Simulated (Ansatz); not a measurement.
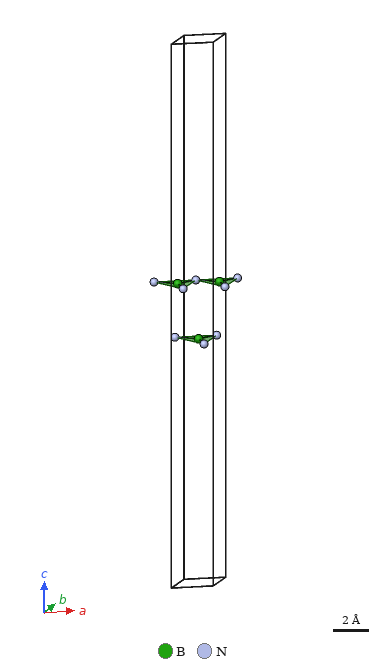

Shown here is a polyhedral view of the crystal, taken from the side at a slight tilt. The parallelepiped is the simulation cell. Some neighbours outside the box are added.

BN, a = 2.51 Å, b = 2.51 Å, c = 32.60 Å, α = 90.00°, β = 90.00°, γ = 60.00°.

Level of theory and settings: DFT PBE+D3(BJ), scalar-relativistic, plane waves, PAW (Ansatz), wavefunction cutoff 420 eV, the zone sampled with 10×10×1 points, Gaussian smearing of 0.02 eV, no spin polarisation.

Question: Is it conducting or gapped at this level?

Answer: An insulator at this level, with a gap of 4.29 eV, indirect; the smallest direct gap is 4.42 eV.

It derives from a structure listed in the Materials Project, from which a slab or single sheet was cut. The atoms were relaxed in a fixed cell with Ansatz 0.2.0, DFT PBE+D3(BJ), scalar-relativistic, plane waves, PAW.
